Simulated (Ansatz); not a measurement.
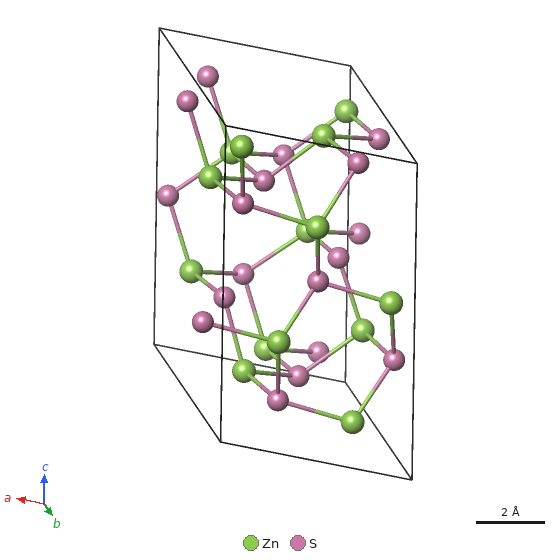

Drawn in the ball-and-stick manner and seen from a general direction. The edges of the supercell are marked. The host is ZnS, in a cell of 30 sites, and the cell carries a charge of -1.

> Where does the cell differ from the host, and how?

A zinc vacancy. Around the empty site lie four S at about 2.3 Å.

Calculation details: DFT PBE, scalar-relativistic, plane waves, PAW (Ansatz 0.2.0); plane-wave cutoff 420 eV, a 2×2×2 k-point grid, Gaussian smearing of 0.01 eV, collinear spins.

> Is a magnetic moment found?

Yes, 0.3 μB in the cell.

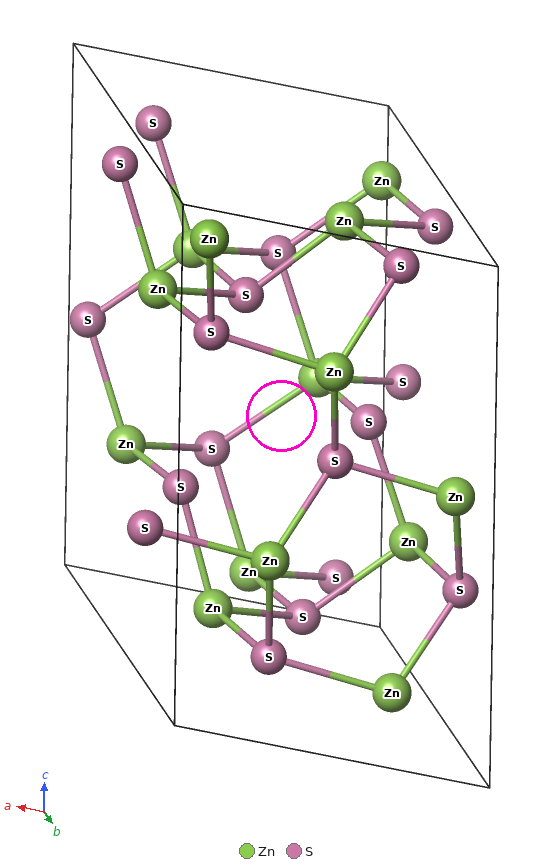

The same cell with a ring at the defect's site.

The atoms were relaxed in the host's cell with DFT PBE, scalar-relativistic, plane waves, PAW in Ansatz.
